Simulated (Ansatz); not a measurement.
**A convergence test on NaCl (Halite): k mesh of the density**

How far can the k mesh of the density be lowered for the gap of NaCl (Halite)?

Main program and level: Ansatz 0.2.0; DFT, PBE, plane waves, PAW.

## Step 1: Starting point

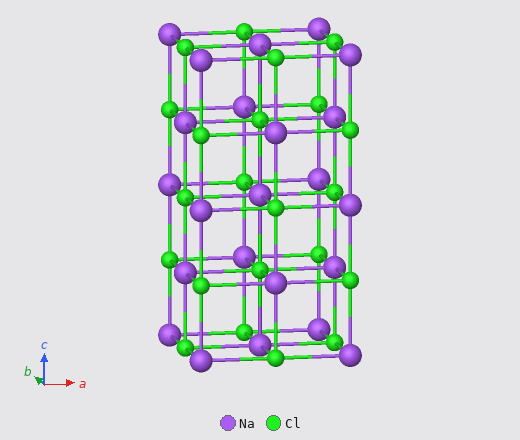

The cell as given, slightly off an axis (sodium purple, chlorine green). 1×1×2 cells are drawn. This picture shows the conventional cell, with its axes. Some periodic images of atoms are drawn too.

The cell and positions come from the Crystallography Open Database and are kept as given unless a step says otherwise. The default PAW set here is soft_2. Its files were made with PBE.

## Step 2: k mesh of the density: 2×2×2

input.yaml reads:

```yaml
crystal:
  lattice:
    - [0.0, 2.82005, 2.82005]
    - [2.82005, 0.0, 2.82005]
    - [2.82005, 2.82005, 0.0]
  atoms:
    - { symbol: Na, position: [0.0, 0.0, 0.0] }
    - { symbol: Cl, position: [0.5, 0.5, 0.5] }
kpoints:
  mp_grid: { grid: [2, 2, 2] }
  band_path:
    path:
      - [0.0, 0.0, 0.0]
      - [0.5, 0.0, 0.5]
      - [0.625, 0.25, 0.625]
      - [0.375, 0.375, 0.75]
      - [0.5, 0.5, 0.5]
      - [0.5, 0.25, 0.75]
    npoints: 1
hamiltonian:
  xc: pbe
scf:
  occupations: { method: fixed }
  n_extra_bands: 4
output:
  eigenvalues: true
```

Command:

```sh
ansatz run input.yaml --threads 3 --pin off --max-ram 92160MiB --backend cuda --events-out ev --progress --plain --runs-dir out --devices 1 --max-vram 13GiB
```

Numbers of over 12 decimals in the logs are rounded to 6 here.

Log:

```text
scf.n_extra_bands = 4 over 8 filled bands (N_el = 16.0): the run solves 12 bands
GPUs: using 1 of 1 available (devices: 1).
Engine: ansatz 0.2.0, x86_64-unknown-linux-gnu
Pseudopotentials: kind: paw
Pseudopotential: Na, paw, valence charge 9, recommended cutoff 420 eV (normal), Na.paw.azcp
Pseudopotential: Cl, paw, valence charge 7, recommended cutoff 420 eV (normal), Cl.paw.azcp
Functional definition: PBE
  parameter kappa = 0.804
  parameter beta = 0.066725
  exchange = pbe_x(kappa = kappa, mu = beta*pi^2/3)
  correlation = pbe_c(beta = beta)
device memory: the entry about to start is reckoned to put 1.3 GiB on a device that reports 36.9 GiB free (of which the cap on the GPU budget leaves the run 13.0 GiB)
GPU FFT provider: cuFFT
GPU libraries: cuBLAS 13.8.2, cuFFT 12.4.0, cuSOLVER 12.3.4
Crystal: 2 atoms, lattice volume = 44.854 Å³
Basis set: ecut = 420 eV, 893 PW (Γ)
Bands: 12, of which v1, the nominal top of the filled ones, is band 8 counted from 1 (7 counted from 0)
Symmetry: 48 space group operations
Space group: Fm-3m (ITA 225), of the structure as read, at distance tolerance 3.6e-5 Å
k-points: 3 of 8
Non-local potential: Na, projectors of the file, l = 0: 3, l = 1: 2, l = 2: 1
Non-local potential: Cl, projectors of the file, l = 0: 2, l = 1: 2, l = 2: 2
PAW form: soft (Blöchl's): semilocal exchange-correlation on the pseudo side does not see the compensation charge
PAW one-centre angular grid: Na, 110 points (default); XC on 64 Gauss nodes
PAW one-centre angular grid: Cl, 110 points (default); XC on 64 Gauss nodes
Initial density: superposition of atomic densities (neutral atoms: chi_scale 0, normalization atom), corrected by the library's trained network
Initial wavefunctions: pseudopotential atomic-orbital guess
GPU buffer pool allocated for 19683 grid points (all kernels)
GPU transforms: local potential and band sums: pruned to the plane-wave sphere, on 25×27×27
Functional: x = pbe(κ = 0.804, μ = 0.219515), c = pbe(β = 0.066725)
SCF iter   1: F=—  HF=-2569.300035 eV  |F-HF|=—  |Δ(HF+E_count)|=         —  Δρ=4.66e-3  dr2=1.79e-2  ethr=1.77e-3  ⟨swp⟩=4.7  Hψ=180  notcnv=0  defer=2
preconditioner: auto → none  [insulator: Δε(μ)=5.105 eV  Ē_g=21.078 eV  n_scr=14 (ndim 8)  ℏωp=20.7 eV  f_vac=0.033  ε∞_Penn≈2.0]
SCF iter   2: F=—  HF=-2569.294878 eV  |F-HF|=—  |Δ(HF+E_count)|=   5.16e-3  Δρ=1.37e-3  dr2=5.42e-4  ethr=1.12e-4  ⟨swp⟩=2.0  Hψ=75  notcnv=0  defer=4
SCF iter   3: F=—  HF=-2569.295047 eV  |F-HF|=—  |Δ(HF+E_count)|=   1.69e-4  Δρ=5.96e-4  dr2=1.23e-4  ethr=3.39e-6  ⟨swp⟩=2.7  Hψ=53  notcnv=0  defer=4
SCF iter   4: F=—  HF=-2569.295154 eV  |F-HF|=—  |Δ(HF+E_count)|=   1.08e-4  Δρ=7.92e-5  dr2=3.20e-6  ethr=7.72e-7  ⟨swp⟩=2.3  Hψ=54  notcnv=0  defer=4
SCF iter   5: F=—  HF=-2569.295152 eV  |F-HF|=—  |Δ(HF+E_count)|=   2.12e-6  Δρ=1.02e-5  dr2=4.81e-8  ethr=2.00e-8  ⟨swp⟩=2.0  Hψ=46  notcnv=0
SCF iter   6: F=-2569.295152 eV  HF=-2569.295152 eV  |F-HF|=1.41e-9  |Δ(HF+E_count)|=   8.73e-8  Δρ=1.69e-6  dr2=9.44e-10  ethr=3.01e-10  ⟨swp⟩=2.3  Hψ=147  notcnv=0
SCF 1 converged in 6 iterations: F = -2569.295152 eV  dr2 = 9.44e-10
[...]
device memory: the entry about to start is reckoned to put 0.7 GiB on a device that reports 36.7 GiB free (of which the cap on the GPU budget leaves the run 13.0 GiB)
NSCF: frozen V_eff on 6 k-points
SCF converged after 6 iterations
Free energy (F): -2569.295152 eV
Harris-Foulkes:  -2569.295152 eV  (|F-HF|=1.41e-9)
Internal energy: -2569.295152 eV  (E = F + TS)
E sigma→0 (E₀):  -2569.295152 eV
Fermi energy:    1.270524 eV
--- Per-component energies (eV) ---
  E_band       = -233.719300
  E_kinetic    = 284.353303
  E_local      = -1531.097711  (includes V_loc(G=0)·N_el)
  E_nonlocal   = 143.583335
  E_hartree    = 540.080553
  E_xc         = -147.392180
  E_vxc        = -173.775645  (∫ρ·V_xc dr)
  E_paw        = -922.685475  (= ΣΔE_a)
  E_vpaw       = -36.944266  (= ΣTr[D̂ρ^β])
  E_aug_tail   = 0.000072  (compensation charges beyond the density's cutoff)
  E_ewald      = -936.137051
  E_smearing   = -0.000000  (= −TS)
  E_closure    = -0.000000  (closes the sum)
  Σ components = -2569.295152   (vs F -2569.295152, Δ=0.00e0)
--- Band table (eV) ---
  k-point 0: bands = [... 4 lower, -11.3643, 1.2705, 1.2705, 1.2705, 6.2976, 12.2147, 12.2147, 12.2147]
  k-point 1: bands = [... 4 lower, -11.0244, -0.6852, 1.0034, 1.0034, 8.4491, 11.8500, 12.0543, 12.0543]
  k-point 2: bands = [... 4 lower, -10.9742, -0.4164, 0.6634, 0.6634, 8.6611, 9.2394, 12.5596, 15.9589]
```

It took 10 s on 1 × NVIDIA H100 80GB HBM3 (shared by 6 runs) with 3 threads of AMD EPYC 7R13 (Zen 3), shared host; peak memory 0.86 GiB; 3.1 s of CPU time.

Reading the cycles: dr2 is the Hartree energy of the density residual (eV), the measure of convergence; HF is the Harris–Foulkes estimate of the energy, which meets the free energy F at convergence.

This step gave:

| Item | Value |
| --- | --- |
| gap | 5.027 eV |
| valence top at | Γ |
| conduction bottom at | Γ |
| least direct gap | 5.027 eV |

The gap is direct, at Γ.

## Step 3: k mesh of the density: 4×4×4

input.yaml: that of step 2 with these lines changed.

```diff
@@ -9,3 +9,3 @@
 kpoints:
-  mp_grid: { grid: [2, 2, 2] }
+  mp_grid: { grid: [4, 4, 4] }
   band_path:
```

Log:

```text
[...]
GPUs: using 1 of 1 available (devices: 1).
[...]
GPU FFT provider: cuFFT
GPU libraries: cuBLAS 13.8.2, cuFFT 12.4.0, cuSOLVER 12.3.4
Crystal: 2 atoms, lattice volume = 44.854 Å³
Basis set: ecut = 420 eV, 893 PW (Γ)
Bands: 12, of which v1, the nominal top of the filled ones, is band 8 counted from 1 (7 counted from 0)
Symmetry: 48 space group operations
[...]
k-points: 8 of 64
[...]
Fermi energy:    1.106932 eV
[...]
--- Band table (eV; the first three rows and the last of 8) ---
  k-point 0: bands = [... 4 lower, -11.5488, 1.1069, 1.1069, 1.1069, 6.2129, 12.1389, 12.1389, 12.1389]
  k-point 1: bands = [... 4 lower, -11.3867, 0.0124, 0.9715, 0.9715, 7.6823, 11.0805, 12.4107, 12.4107]
  k-point 2: bands = [... 4 lower, -11.2149, -0.8143, 0.8442, 0.8442, 8.3633, 11.7340, 11.9916, 11.9916]
  k-point 7: bands = [... 4 lower, -11.1503, -0.0780, -0.0780, 0.3557, 9.9026, 10.7775, 10.7775, 12.4164]
[key lines of the parts left out:]
SCF converged after 8 iterations
Free energy (F): -2569.550219 eV
```

Wall time 6.8 s (1 × NVIDIA H100 80GB HBM3 (shared by 6 runs) with 3 threads); peak memory 0.85 GiB.

This step gave:

| Item | Value |
| --- | --- |
| gap | 5.106 eV |
| valence top at | Γ |
| conduction bottom at | Γ |
| least direct gap | 5.106 eV |

The gap is 5.106 eV, +0.079 eV from the run before at this level.

## Step 4: k mesh of the density: 8×8×8 (the default)

input.yaml, the sections that differ from step 3:

```yaml
kpoints:
  mp_grid: { grid: [8, 8, 8] }
  band_path:
    path:
      - [[0.0, 0.0, 0.0], [0.5, 0.0, 0.5], [0.625, 0.25, 0.625]]
      - [[0.375, 0.375, 0.75], [0.0, 0.0, 0.0], [0.5, 0.5, 0.5], [0.5, 0.25, 0.75], [0.5, 0.0, 0.5]]
    npoints: 10
scf:
  occupations: { method: fermi_dirac, width: 0.02 }
  n_extra_bands: 4
output:
  eigenvalues: true
  write_density: true
  write_potential: true
  elf: true
  volumetric_format: npy
# crystal, hamiltonian: as in step 3
```

Log:

```text
[...]
GPUs: using 1 of 1 available (devices: 1).
[...]
GPU FFT provider: cuFFT
GPU libraries: cuBLAS 13.8.2, cuFFT 12.4.0, cuSOLVER 12.3.4
Crystal: 2 atoms, lattice volume = 44.854 Å³
Basis set: ecut = 420 eV, 893 PW (Γ)
Bands: 12, of which v1, the nominal top of the filled ones, is band 8 counted from 1 (7 counted from 0)
Symmetry: 48 space group operations
[...]
k-points: 29 of 512
[...]
Fermi energy:    3.675351 eV
[...]
--- Band table (eV; the first three rows and the last of 29) ---
  k-point 0: bands = [... 4 lower, -11.5515, 1.1045, 1.1045, 1.1045, 6.2117, 12.1378, 12.1378, 12.1378]
  k-point 1: bands = [... 4 lower, -11.5050, 0.7368, 1.0640, 1.0640, 6.7071, 11.6194, 12.3267, 12.3267]
  k-point 2: bands = [... 4 lower, -11.3894, 0.0103, 0.9692, 0.9692, 7.6809, 11.0791, 12.4096, 12.4096]
  k-point 28: bands = [... 4 lower, -11.1531, -0.0801, -0.0801, 0.3535, 9.9018, 10.7759, 10.7759, 12.4155]
[key lines of the parts left out:]
SCF converged after 8 iterations
Free energy (F): -2569.551937 eV
```

The job ended after 6.7 s (1 × NVIDIA H100 80GB HBM3 (shared by 6 runs) with 3 threads; peak memory 0.88 GiB; 3.4 s of CPU time).

Numbers from this step:

```
gap                  : 5.107 eV
valence top at       : Γ
conduction bottom at : Γ
least direct gap     : 5.107 eV
```

The gap is 5.107 eV, +0.001 eV from the run before at this level.

## Step 5: k mesh of the density: 10×10×10

input.yaml, the sections that differ from step 4:

```yaml
kpoints:
  mp_grid: { grid: [10, 10, 10] }
  band_path:
    path:
      - [0.0, 0.0, 0.0]
      - [0.5, 0.0, 0.5]
      - [0.625, 0.25, 0.625]
      - [0.375, 0.375, 0.75]
      - [0.5, 0.5, 0.5]
      - [0.5, 0.25, 0.75]
    npoints: 1
scf:
  occupations: { method: fixed }
  n_extra_bands: 4
output:
  eigenvalues: true
# crystal, hamiltonian: as in step 4
```

Log:

```text
[...]
GPUs: using 1 of 1 available (devices: 1).
[...]
GPU FFT provider: cuFFT
GPU libraries: cuBLAS 13.8.2, cuFFT 12.4.0, cuSOLVER 12.3.4
Crystal: 2 atoms, lattice volume = 44.854 Å³
Basis set: ecut = 420 eV, 893 PW (Γ)
Bands: 12, of which v1, the nominal top of the filled ones, is band 8 counted from 1 (7 counted from 0)
Symmetry: 48 space group operations
[...]
k-points: 47 of 1000
[...]
Fermi energy:    1.104547 eV
[...]
--- Band table (eV; the first three rows and the last of 47) ---
  k-point 0: bands = [... 4 lower, -11.5515, 1.1045, 1.1045, 1.1045, 6.2117, 12.1378, 12.1378, 12.1378]
  k-point 1: bands = [... 4 lower, -11.5212, 0.8586, 1.0780, 1.0780, 6.5415, 11.7700, 12.2677, 12.2677]
  k-point 2: bands = [... 4 lower, -11.4405, 0.3070, 1.0101, 1.0101, 7.2936, 11.2216, 12.4472, 12.4472]
  k-point 46: bands = [... 4 lower, -11.1547, -0.2362, 0.0867, 0.3679, 9.7145, 10.2772, 11.2766, 12.6977]
[key lines of the parts left out:]
SCF converged after 8 iterations
Free energy (F): -2569.551936 eV
```

It took 7.5 s on 1 × NVIDIA H100 80GB HBM3 (shared by 6 runs) with 3 threads; peak memory 0.86 GiB.

Numbers from this step:

```
gap                  : 5.107 eV
valence top at       : Γ
conduction bottom at : Γ
least direct gap     : 5.107 eV
```

The gap is 5.107 eV, as in the run before at this level.

## Step 6: The series

Differences are against the last row; a negative gap means that bands overlap, and a run with a band path holds that path's time. Times are wall times on 1 × NVIDIA H100 80GB HBM3 (shared by 6 runs) with 3 threads of AMD EPYC 7R13 (Zen 3), shared host, good to a factor of about two.

```tsv
k mesh of the density	gap (eV)	direct gap (eV)	gap error (eV)	energy error (meV/atom)	irreducible k	time
2×2×2	5.027	5.027	−0.080	+128.4	3	10 s
4×4×4	5.106	5.106	−0.001	+0.9	8	6.8 s
8×8×8	5.107	5.107	+0.000	+0.0	29	6.7 s
10×10×10	5.107	5.107	+0.000	+0.0	47	7.5 s
```

## Step 7: What came out

| Item | Value |
| --- | --- |
| 2×2×2 | 5.027 eV |
| 4×4×4 | 5.106 eV |
| 8×8×8 | 5.107 eV |
| 10×10×10 | 5.107 eV |

The gap holds to 0.02 eV from 4×4×4 on. At 2×2×2 the gap is off by −0.080 eV and the energy by +128 meV/atom. The gap is read over the mesh and added points near the edges, so meshes differ mainly through the density and, for a hybrid, the exchange operator.

[Paths, hosts, dates, memory and timing lines, banners, echoed tables and standing remarks are left out of the program output.]

[Logs are printed without paths, hosts, clocks, repeated set-up lines and the standing remarks that a program may print on its own settings, such as how far it seeks lower states.]

[Runs of the session that timed out or met a known fault of the program may be left out.]

[Cells called generated may have been cut or substituted from an entry of the Crystallography Open Database or the Materials Project.]

[Hosts, paths, dates, database ids (printed as entryN), source tags and the programs' standing remarks are cut or masked in the printed files.]
